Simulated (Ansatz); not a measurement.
# Copper, fcc under LDA: testing the cold (Marzari-Vanderbilt) smearing

How small must the cold (Marzari-Vanderbilt) smearing width be for energy and pressure to settle? The geometry was relaxed under LDA beforehand and stays fixed; 7 values are run, from 0.01 to 1.0 eV. Wanted are the values from which on the energy stays within 10 and 1 meV/atom, and the pressure within 0.5 GPa, of the narrowest run. Within the series other settings stay, but some runs also write fields, which adds to their time. Spin polarisation is left out.

Computed with Ansatz 0.2.0 (DFT LDA, plane waves with PAW, scalar-relativistic, unless a step says otherwise).

### 1 Starting point

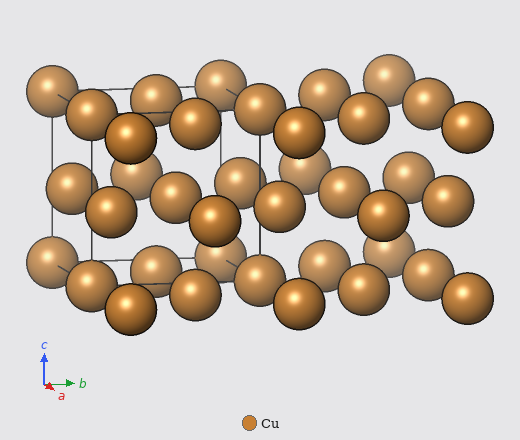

The structure, seen slightly off an axis (copper orange). 2×2×1 conventional cells are drawn; the run uses a primitive one. Any atoms on the faces are drawn again on the opposite ones.

Structure file:

```
CELL_PARAMETERS angstrom
0.00000 1.75882 1.75882
1.75882 0.00000 1.75882
1.75882 1.75882 0.00000
ATOMIC_POSITIONS crystal
Cu 0.00000 0.00000 0.00000
```

### 2 With a width of 0.01 eV

The run at 0.01 eV.

File input.yaml:

```yaml
crystal:
  lattice:
    - [0.0, 1.7588202533, 1.7588202533]
    - [1.7588202533, 0.0, 1.7588202533]
    - [1.7588202533, 1.7588202533, 0.0]
  atoms:
    - { symbol: Cu, position: [0.0, 0.0, 0.0] }
hamiltonian:
  xc: lda
  pseudopotentials:
    kind: paw
    azcp:
      Cu: "pseudopotentials/Cu.paw.azcp"
basis:
  ecutwfc: 420
  fft_grid_basis: typed
kpoints:
  mp_grid: { grid: [15, 15, 15], shift: [0, 0, 0] }
magnetization:
  spin_polarized: false
scf:
  occupations: { method: cold, width: 0.01 }
  lower_state_search: "off"
output:
  stress: true
```

The run is started by

```bash
> ansatz run input.yaml --threads 2 --pin off --max-ram 5120MiB --backend cpu --events-out ev --progress --plain --runs-dir out
```

Standard output (excerpt; [...] marks lines left out):

```text
Warning: <dir> the record states the generating functional pbe (its physics header spells it `PBE`), which answers neither for hamiltonian.xc's functional nor for the lda family's — results may be inconsistent (PPs are generated against a specific XC)
Warning: RAYON_NUM_THREADS=2 ignored (pool sized by the plan → 2); use --threads N
[...]
Pseudopotentials: kind: paw
Pseudopotential: Cu, paw, valence charge 19, recommended cutoff 420 eV (normal), <dir>
Functional definition: SPW92
[...]
Crystal: 1 atoms, lattice volume = 10.882 Å³
Basis set: ecut = 420 eV, 181 PW (Γ)
Bands: 14, of which v1, the nominal top of the filled ones, is band 10 counted from 1 (9 counted from 0)
Symmetry: 48 space group operations
Space group: Fm-3m (ITA 225), of the structure as read, at distance tolerance 2.2e-5 Å
k-points: 120 of 3375
[...]
SCF iter   1: F=—  HF=-6555.728381 eV  |F-HF|=—  |Δ(HF+E_count)|=         —  Δρ=2.39e-2  dr2=2.75e-2  ethr=1.77e-3  ⟨swp⟩=5.1  Hψ=8738  notcnv=0
[...]
SCF iter   5: F=-6555.720954 eV  HF=-6555.720954 eV  |F-HF|=3.41e-10  |Δ(HF+E_count)|=   4.70e-9  S|Δr|=    0.00e0  Δρ=2.05e-6  dr2=1.35e-10  ethr=5.21e-11  ⟨swp⟩=2.0  Hψ=5272  notcnv=0
[...]
SCF converged after 5 iterations
Stability not checked: this state was not tested for a lower state beside it, because cold or Methfessel-Paxton smearing, or corrected tetrahedra, fill the levels in a way that the test cannot read (fill_not_monotonic; see scf.lower_state_search)
Free energy (F): -6555.720954 eV
[...]
E sigma→0 (E₀):  -6555.720935 eV
Entropy (-TS):   -0.000055 eV (-0.055 meV/atom)
Fermi energy:    18.241209 eV
[...]
--- Stress (GPa, compression-positive) ---
       -0.125575      -0.000000       0.000000
       -0.000000      -0.125575      -0.000000
        0.000000       0.000000      -0.125575
  P = ⅓ Tr σ = -0.1256 GPa (-1.256 kbar)
```

It took 1.2 s on 2 threads of Arm Neoverse N1, shared host; peak memory 0.26 GiB.

### 3 With a width of 0.03 eV

The run at 0.03 eV.

Changes to input.yaml since step 2:

```diff
@@ -21,3 +21,3 @@
 scf:
-  occupations: { method: cold, width: 0.01 }
+  occupations: { method: cold, width: 0.03 }
   lower_state_search: "off"
```

The run is started by

```bash
> ansatz run input.yaml --threads 2 --pin off --max-ram 5120MiB --backend cpu --events-out ev --progress --plain --runs-dir out
```

Standard output (excerpt; [...] marks lines left out):

```text
Warning: <dir> the record states the generating functional pbe (its physics header spells it `PBE`), which answers neither for hamiltonian.xc's functional nor for the lda family's — results may be inconsistent (PPs are generated against a specific XC)
Warning: RAYON_NUM_THREADS=2 ignored (pool sized by the plan → 2); use --threads N
[...]
Pseudopotentials: kind: paw
Pseudopotential: Cu, paw, valence charge 19, recommended cutoff 420 eV (normal), <dir>
Functional definition: SPW92
[...]
Crystal: 1 atoms, lattice volume = 10.882 Å³
Basis set: ecut = 420 eV, 181 PW (Γ)
Bands: 14, of which v1, the nominal top of the filled ones, is band 10 counted from 1 (9 counted from 0)
Symmetry: 48 space group operations
Space group: Fm-3m (ITA 225), of the structure as read, at distance tolerance 2.2e-5 Å
k-points: 120 of 3375
[...]
SCF iter   1: F=—  HF=-6555.728442 eV  |F-HF|=—  |Δ(HF+E_count)|=         —  Δρ=2.38e-2  dr2=2.71e-2  ethr=1.77e-3  ⟨swp⟩=5.3  Hψ=8579  notcnv=0
[...]
SCF iter   5: F=-6555.721064 eV  HF=-6555.721064 eV  |F-HF|=4.49e-10  |Δ(HF+E_count)|=   9.12e-9  S|Δr|=    0.00e0  Δρ=1.80e-6  dr2=1.09e-10  ethr=1.16e-10  ⟨swp⟩=2.0  Hψ=5258  notcnv=0
[...]
SCF converged after 5 iterations
Stability not checked: this state was not tested for a lower state beside it, because cold or Methfessel-Paxton smearing, or corrected tetrahedra, fill the levels in a way that the test cannot read (fill_not_monotonic; see scf.lower_state_search)
Free energy (F): -6555.721064 eV
[...]
E sigma→0 (E₀):  -6555.721010 eV
Entropy (-TS):   -0.000162 eV (-0.162 meV/atom)
Fermi energy:    18.247860 eV
[...]
--- Stress (GPa, compression-positive) ---
       -0.124712      -0.000000      -0.000000
       -0.000000      -0.124712      -0.000000
        0.000000       0.000000      -0.124712
  P = ⅓ Tr σ = -0.1247 GPa (-1.247 kbar)
```

Run time: 1.2 s. Hardware: 2 threads of Arm Neoverse N1, shared host; peak memory 0.26 GiB.

### 4 With a width of 0.1 eV

The run at 0.1 eV.

Changes to input.yaml since step 3:

```diff
@@ -21,3 +21,3 @@
 scf:
-  occupations: { method: cold, width: 0.03 }
+  occupations: { method: cold, width: 0.1 }
   lower_state_search: "off"
```

The run is started by

```bash
> ansatz run input.yaml --threads 2 --pin off --max-ram 5120MiB --backend cpu --events-out ev --progress --plain --runs-dir out
```

Standard output (excerpt; [...] marks lines left out):

```text
Warning: <dir> the record states the generating functional pbe (its physics header spells it `PBE`), which answers neither for hamiltonian.xc's functional nor for the lda family's — results may be inconsistent (PPs are generated against a specific XC)
Warning: RAYON_NUM_THREADS=2 ignored (pool sized by the plan → 2); use --threads N
[...]
Pseudopotentials: kind: paw
Pseudopotential: Cu, paw, valence charge 19, recommended cutoff 420 eV (normal), <dir>
Functional definition: SPW92
[...]
Crystal: 1 atoms, lattice volume = 10.882 Å³
Basis set: ecut = 420 eV, 181 PW (Γ)
Bands: 14, of which v1, the nominal top of the filled ones, is band 10 counted from 1 (9 counted from 0)
Symmetry: 48 space group operations
Space group: Fm-3m (ITA 225), of the structure as read, at distance tolerance 2.2e-5 Å
k-points: 120 of 3375
[...]
SCF iter   1: F=—  HF=-6555.728658 eV  |F-HF|=—  |Δ(HF+E_count)|=         —  Δρ=2.38e-2  dr2=2.71e-2  ethr=1.77e-3  ⟨swp⟩=5.2  Hψ=8490  notcnv=0
[...]
SCF iter   5: F=-6555.721284 eV  HF=-6555.721284 eV  |F-HF|=3.95e-10  |Δ(HF+E_count)|=   8.95e-9  S|Δr|=    0.00e0  Δρ=1.77e-6  dr2=1.02e-10  ethr=1.45e-10  ⟨swp⟩=2.0  Hψ=5272  notcnv=0
[...]
SCF converged after 5 iterations
Stability not checked: this state was not tested for a lower state beside it, because cold or Methfessel-Paxton smearing, or corrected tetrahedra, fill the levels in a way that the test cannot read (fill_not_monotonic; see scf.lower_state_search)
Free energy (F): -6555.721284 eV
[...]
E sigma→0 (E₀):  -6555.721205 eV
Entropy (-TS):   -0.000239 eV (-0.239 meV/atom)
Fermi energy:    18.265623 eV
[...]
--- Stress (GPa, compression-positive) ---
       -0.114571      -0.000000       0.000000
       -0.000000      -0.114571      -0.000000
        0.000000      -0.000000      -0.114571
  P = ⅓ Tr σ = -0.1146 GPa (-1.146 kbar)
```

Run time: 1.3 s. Hardware: 2 threads of Arm Neoverse N1, shared host; peak memory 0.26 GiB.

### 5 With a width of 0.2 eV

The run at 0.2 eV.

Changes to input.yaml since step 4:

```diff
@@ -21,3 +21,3 @@
 scf:
-  occupations: { method: cold, width: 0.1 }
+  occupations: { method: cold, width: 0.2 }
   lower_state_search: "off"
```

The run is started by

```bash
> ansatz run input.yaml --threads 2 --pin off --max-ram 5120MiB --backend cpu --events-out ev --progress --plain --runs-dir out
```

Standard output (excerpt; [...] marks lines left out):

```text
Warning: <dir> the record states the generating functional pbe (its physics header spells it `PBE`), which answers neither for hamiltonian.xc's functional nor for the lda family's — results may be inconsistent (PPs are generated against a specific XC)
Warning: RAYON_NUM_THREADS=2 ignored (pool sized by the plan → 2); use --threads N
[...]
Pseudopotentials: kind: paw
Pseudopotential: Cu, paw, valence charge 19, recommended cutoff 420 eV (normal), <dir>
Functional definition: SPW92
[...]
Crystal: 1 atoms, lattice volume = 10.882 Å³
Basis set: ecut = 420 eV, 181 PW (Γ)
Bands: 14, of which v1, the nominal top of the filled ones, is band 10 counted from 1 (9 counted from 0)
Symmetry: 48 space group operations
Space group: Fm-3m (ITA 225), of the structure as read, at distance tolerance 2.2e-5 Å
k-points: 120 of 3375
[...]
SCF iter   1: F=—  HF=-6555.729106 eV  |F-HF|=—  |Δ(HF+E_count)|=         —  Δρ=2.36e-2  dr2=2.67e-2  ethr=1.77e-3  ⟨swp⟩=4.8  Hψ=8298  notcnv=0
[...]
SCF iter   5: F=-6555.721825 eV  HF=-6555.721825 eV  |F-HF|=4.64e-11  |Δ(HF+E_count)|=   1.43e-9  S|Δr|=    0.00e0  Δρ=1.93e-6  dr2=9.61e-11  ethr=1.49e-10  ⟨swp⟩=2.2  Hψ=5332  notcnv=0
[...]
SCF converged after 5 iterations
Stability not checked: this state was not tested for a lower state beside it, because cold or Methfessel-Paxton smearing, or corrected tetrahedra, fill the levels in a way that the test cannot read (fill_not_monotonic; see scf.lower_state_search)
Free energy (F): -6555.721825 eV
[...]
E sigma→0 (E₀):  -6555.721316 eV
Entropy (-TS):   -0.001525 eV (-1.525 meV/atom)
Fermi energy:    18.281677 eV
[...]
--- Stress (GPa, compression-positive) ---
       -0.062605      -0.000000       0.000000
       -0.000000      -0.062605       0.000000
       -0.000000       0.000000      -0.062605
  P = ⅓ Tr σ = -0.0626 GPa (-0.626 kbar)
```

Run time: 1.2 s. Hardware: 2 threads of Arm Neoverse N1, shared host; peak memory 0.26 GiB.

### 6 With a width of 0.3 eV

The run at 0.3 eV.

Changes to input.yaml since step 5:

```diff
@@ -21,3 +21,3 @@
 scf:
-  occupations: { method: cold, width: 0.2 }
+  occupations: { method: cold, width: 0.3 }
   lower_state_search: "off"
```

The run is started by

```bash
> ansatz run input.yaml --threads 2 --pin off --max-ram 5120MiB --backend cpu --events-out ev --progress --plain --runs-dir out
```

Standard output (excerpt; [...] marks lines left out):

```text
Warning: <dir> the record states the generating functional pbe (its physics header spells it `PBE`), which answers neither for hamiltonian.xc's functional nor for the lda family's — results may be inconsistent (PPs are generated against a specific XC)
Warning: RAYON_NUM_THREADS=2 ignored (pool sized by the plan → 2); use --threads N
[...]
Pseudopotentials: kind: paw
Pseudopotential: Cu, paw, valence charge 19, recommended cutoff 420 eV (normal), <dir>
Functional definition: SPW92
[...]
Crystal: 1 atoms, lattice volume = 10.882 Å³
Basis set: ecut = 420 eV, 181 PW (Γ)
Bands: 14, of which v1, the nominal top of the filled ones, is band 10 counted from 1 (9 counted from 0)
Symmetry: 48 space group operations
Space group: Fm-3m (ITA 225), of the structure as read, at distance tolerance 2.2e-5 Å
k-points: 120 of 3375
[...]
SCF iter   1: F=—  HF=-6555.729431 eV  |F-HF|=—  |Δ(HF+E_count)|=         —  Δρ=2.32e-2  dr2=2.55e-2  ethr=1.77e-3  ⟨swp⟩=4.4  Hψ=8022  notcnv=0
[...]
SCF iter   5: F=-6555.722399 eV  HF=-6555.722399 eV  |F-HF|=3.18e-11  |Δ(HF+E_count)|=   4.54e-9  S|Δr|=    0.00e0  Δρ=1.94e-6  dr2=9.35e-11  ethr=1.65e-10  ⟨swp⟩=2.3  Hψ=5340  notcnv=0
[...]
SCF converged after 5 iterations
Stability not checked: this state was not tested for a lower state beside it, because cold or Methfessel-Paxton smearing, or corrected tetrahedra, fill the levels in a way that the test cannot read (fill_not_monotonic; see scf.lower_state_search)
Free energy (F): -6555.722399 eV
[...]
E sigma→0 (E₀):  -6555.722184 eV
Entropy (-TS):   -0.000643 eV (-0.643 meV/atom)
Fermi energy:    18.261302 eV
[...]
--- Stress (GPa, compression-positive) ---
       -0.005144      -0.000000      -0.000000
       -0.000000      -0.005144      -0.000000
       -0.000000      -0.000000      -0.005144
  P = ⅓ Tr σ = -0.0051 GPa (-0.051 kbar)
```

Run time: 1.2 s. Hardware: 2 threads of Arm Neoverse N1, shared host; peak memory 0.26 GiB.

### 7 With a width of 0.6 eV

The run at 0.6 eV.

Changes to input.yaml since step 6:

```diff
@@ -21,3 +21,3 @@
 scf:
-  occupations: { method: cold, width: 0.3 }
+  occupations: { method: cold, width: 0.6 }
   lower_state_search: "off"
```

The run is started by

```bash
> ansatz run input.yaml --threads 2 --pin off --max-ram 5120MiB --backend cpu --events-out ev --progress --plain --runs-dir out
```

Standard output (excerpt; [...] marks lines left out):

```text
Warning: <dir> the record states the generating functional pbe (its physics header spells it `PBE`), which answers neither for hamiltonian.xc's functional nor for the lda family's — results may be inconsistent (PPs are generated against a specific XC)
Warning: RAYON_NUM_THREADS=2 ignored (pool sized by the plan → 2); use --threads N
[...]
Pseudopotentials: kind: paw
Pseudopotential: Cu, paw, valence charge 19, recommended cutoff 420 eV (normal), <dir>
Functional definition: SPW92
[...]
Crystal: 1 atoms, lattice volume = 10.882 Å³
Basis set: ecut = 420 eV, 181 PW (Γ)
Bands: 14, of which v1, the nominal top of the filled ones, is band 10 counted from 1 (9 counted from 0)
Symmetry: 48 space group operations
Space group: Fm-3m (ITA 225), of the structure as read, at distance tolerance 2.2e-5 Å
k-points: 120 of 3375
[...]
SCF iter   1: F=—  HF=-6555.726086 eV  |F-HF|=—  |Δ(HF+E_count)|=         —  Δρ=2.16e-2  dr2=2.17e-2  ethr=1.77e-3  ⟨swp⟩=4.2  Hψ=7625  notcnv=0
[...]
SCF iter   5: F=-6555.719829 eV  HF=-6555.719829 eV  |F-HF|=2.91e-11  |Δ(HF+E_count)|=   2.36e-8  S|Δr|=    0.00e0  Δρ=2.13e-6  dr2=1.01e-10  ethr=2.24e-10  ⟨swp⟩=2.0  Hψ=5356  notcnv=0
[...]
SCF converged after 5 iterations
Stability not checked: this state was not tested for a lower state beside it, because cold or Methfessel-Paxton smearing, or corrected tetrahedra, fill the levels in a way that the test cannot read (fill_not_monotonic; see scf.lower_state_search)
Free energy (F): -6555.719829 eV
[...]
E sigma→0 (E₀):  -6555.723972 eV
Entropy (-TS):   0.012429 eV (12.429 meV/atom)
Fermi energy:    18.192248 eV
[...]
--- Stress (GPa, compression-positive) ---
       -0.038217       0.000000       0.000000
        0.000000      -0.038217      -0.000000
       -0.000000       0.000000      -0.038217
  P = ⅓ Tr σ = -0.0382 GPa (-0.382 kbar)
```

Wall time 1.2 s (2 threads of Arm Neoverse N1, shared host); peak memory 0.26 GiB.

### 8 With a width of 1.0 eV

The run at 1.0 eV.

Changes to input.yaml since step 7:

```diff
@@ -21,3 +21,3 @@
 scf:
-  occupations: { method: cold, width: 0.6 }
+  occupations: { method: cold, width: 1.0 }
   lower_state_search: "off"
@@ -25 +25,5 @@
   stress: true
+  write_density: true
+  write_potential: true
+  elf: true
+  volumetric_format: npy
```

The run is started by

```bash
> ansatz run input.yaml --threads 2 --pin off --max-ram 5120MiB --backend cpu --events-out ev --progress --plain --runs-dir out
```

Standard output (excerpt; [...] marks lines left out):

```text
Warning: <dir> the record states the generating functional pbe (its physics header spells it `PBE`), which answers neither for hamiltonian.xc's functional nor for the lda family's — results may be inconsistent (PPs are generated against a specific XC)
Warning: RAYON_NUM_THREADS=2 ignored (pool sized by the plan → 2); use --threads N
[...]
Pseudopotentials: kind: paw
Pseudopotential: Cu, paw, valence charge 19, recommended cutoff 420 eV (normal), <dir>
Functional definition: SPW92
[...]
Crystal: 1 atoms, lattice volume = 10.882 Å³
Basis set: ecut = 420 eV, 181 PW (Γ)
Bands: 14, of which v1, the nominal top of the filled ones, is band 10 counted from 1 (9 counted from 0)
Symmetry: 48 space group operations
Space group: Fm-3m (ITA 225), of the structure as read, at distance tolerance 2.2e-5 Å
k-points: 120 of 3375
[...]
SCF iter   1: F=—  HF=-6555.600833 eV  |F-HF|=—  |Δ(HF+E_count)|=         —  Δρ=7.36e-3  dr2=2.14e-3  ethr=1.77e-3  ⟨swp⟩=4.4  Hψ=7596  notcnv=0
[...]
SCF iter   5: F=-6555.598617 eV  HF=-6555.598617 eV  |F-HF|=4.28e-9  |Δ(HF+E_count)|=   2.45e-7  S|Δr|=    0.00e0  Δρ=9.67e-6  dr2=4.27e-9  ethr=5.26e-10  ⟨swp⟩=8.6  Hψ=10783  notcnv=0
[...]
SCF converged after 5 iterations
Stability not checked: this state was not tested for a lower state beside it, because cold or Methfessel-Paxton smearing, or corrected tetrahedra, fill the levels in a way that the test cannot read (fill_not_monotonic; see scf.lower_state_search)
Free energy (F): -6555.598617 eV
[...]
E sigma→0 (E₀):  -6555.778363 eV
Entropy (-TS):   0.539237 eV (539.237 meV/atom)
Fermi energy:    17.625916 eV
[...]
--- Stress (GPa, compression-positive) ---
       -6.476816      -0.000000      -0.000000
       -0.000000      -6.476816       0.000000
       -0.000000       0.000000      -6.476816
  P = ⅓ Tr σ = -6.4768 GPa (-64.768 kbar)
--- Band table (eV; the first three rows and the last of 120) ---
  k-point 0: bands = ["-93.6026", "-51.3393", "-51.3393", "-51.3393", "8.0994", "14.9948", "14.9948", "14.9948", "15.9821", "15.9821", "41.5208", "44.4823", "44.4823", "44.4823"]
[...]
```

It took 1.5 s on 2 threads of Arm Neoverse N1, shared host; peak memory 0.27 GiB.

### 9 All values side by side

Differences are taken from the run at 0.01 eV.

| smearing (eV) | F (meV/atom) | E(σ → 0) (meV/atom) | P (GPa) | SCF cycles | CPU time |
| --- | --- | --- | --- | --- | --- |
| 0.01 | 0.00 | 0.00 | -0.13 | 5 | 2.1 s |
| 0.03 | -0.11 | -0.07 | -0.12 | 5 | 2.1 s |
| 0.1 | -0.33 | -0.27 | -0.11 | 5 | 2.2 s |
| 0.2 | -0.87 | -0.38 | -0.06 | 5 | 2.1 s |
| 0.3 | -1.45 | -1.25 | -0.01 | 5 | 2.1 s |
| 0.6 | 1.12 | -3.04 | -0.04 | 5 | 2.1 s |
| 1.0 | 122.34 | -57.43 | -6.48 | 5 | 2.7 s |

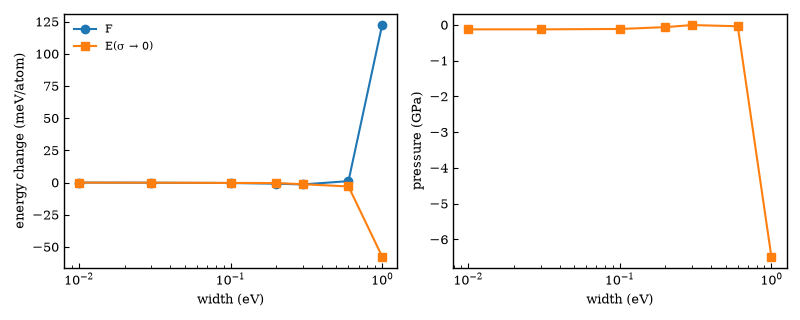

Energy and pressure against the cold (Marzari-Vanderbilt) smearing width.

### 10 Outcome

| quantity | value |
| --- | --- |
| E(σ → 0) stays within 10 meV/atom of 0.01 eV | up to 0.6 eV |
| E(σ → 0) stays within 1 meV/atom | up to 0.2 eV |
| pressure stays within 0.5 GPa | up to 0.6 eV |
| pressure at 0.01 eV | -0.13 GPa |
| energy of a separate run on a finer mesh (25×25×25) | +0.3 meV/atom from 0.01 eV |

At 1.0 eV the energy differs by -57.4 meV/atom and the pressure by -6.4 GPa. The free energy F moves by +122.3 meV/atom over the range, and the estimate for σ → 0 by -57.4. This scheme cancels the term in the square of the width, so F moves little up to 0.2 eV. The mesh (15×15×15) is fixed, so the narrowest widths carry a k-point error of their own. A run on a finer mesh agrees with the yardstick to 1 meV/atom. The cell taken over is 8 % smaller than the measured one (11.81 Å³/atom, COD).
